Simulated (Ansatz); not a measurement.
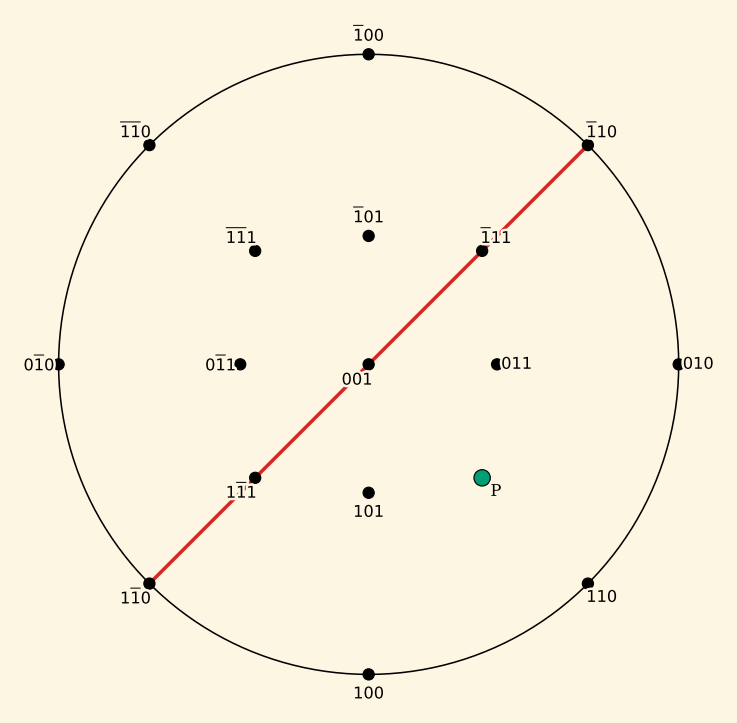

For Ti, a calculation's input that goes back to an entry of the Crystallography Open Database (an earlier step may have relaxed or displaced it): stereographic projection of plane normals (upper hemisphere) centred on (0 0 1). All values are computed from the atomic coordinates in the standard setting (tolerance 0.002 Å).

a = 3.282 Å, b = 3.282 Å, c = 3.282 Å, α = 90.00°, β = 90.00°, γ = 90.00°.

Q: Index the pole marked P.

A: P is (1 1 1), 54.7° from the centre.

Q: Which zone does the coloured great circle trace?

A: The zone [1 1 0]: its poles satisfy h + k = 0.

Q: What is the angle between the normals of (1 1 1) and (−1 0 0), and what are their d_hkl = 1/|g|?

A: 125.3°; d = 1.895 Å and 3.282 Å.
